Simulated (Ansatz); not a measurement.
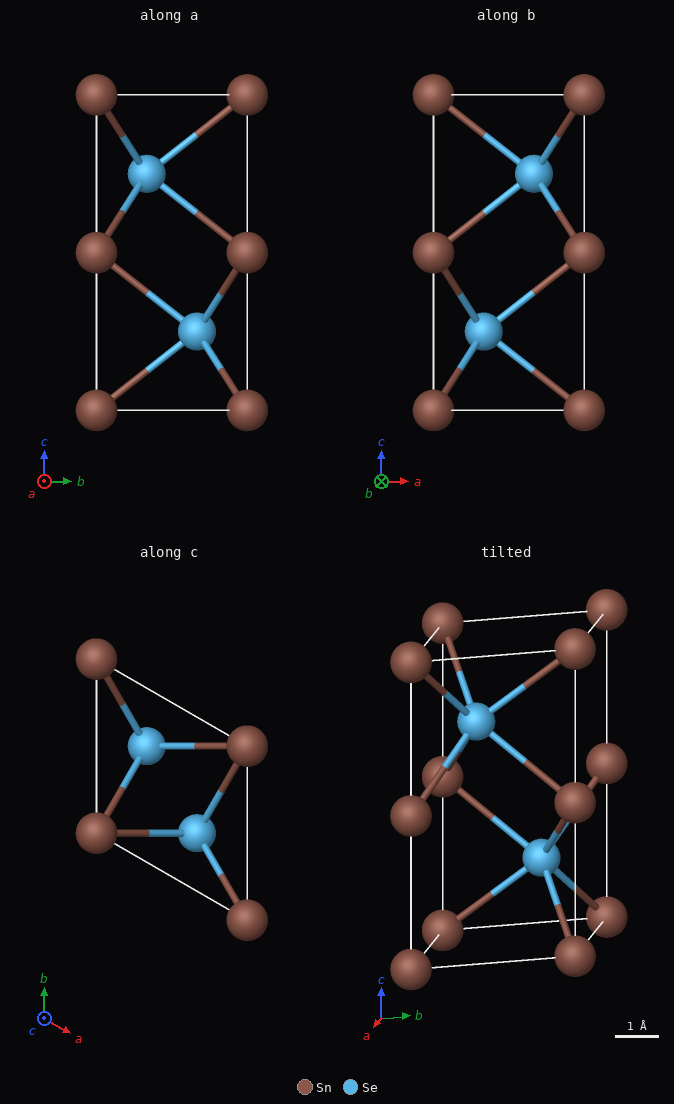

Ball-and-stick representation of a periodic structure, projected along the a axis, along the b axis, along the c axis and slightly off an axis. The conventional unit cell is drawn as a box.

Lattice parameters: a = 4.134 Å, b = 4.134 Å, c = 7.493 Å, α = 90.00°, β = 90.00°, γ = 120.00°. Put a along x and b in the xy plane.

Convert the drawing into a POSCAR file.

```
Sn Se
1.0
     4.134    0.000    0.000
    -2.067    3.580    0.000
     0.000    0.000    7.493
Sn Se
2 2
Direct
  0.0000 0.0000 0.0000
  0.0000 0.0000 0.5000
  0.3333 0.6667 0.2500
  0.6667 0.3333 0.7500
```

The structure comes from a structure type filled with these elements by a generator (whether the compound takes this form wasn't checked). What is shown is the relaxed result from DFT r2SCAN, scalar-relativistic, plane waves, PAW in Ansatz 0.2.0.
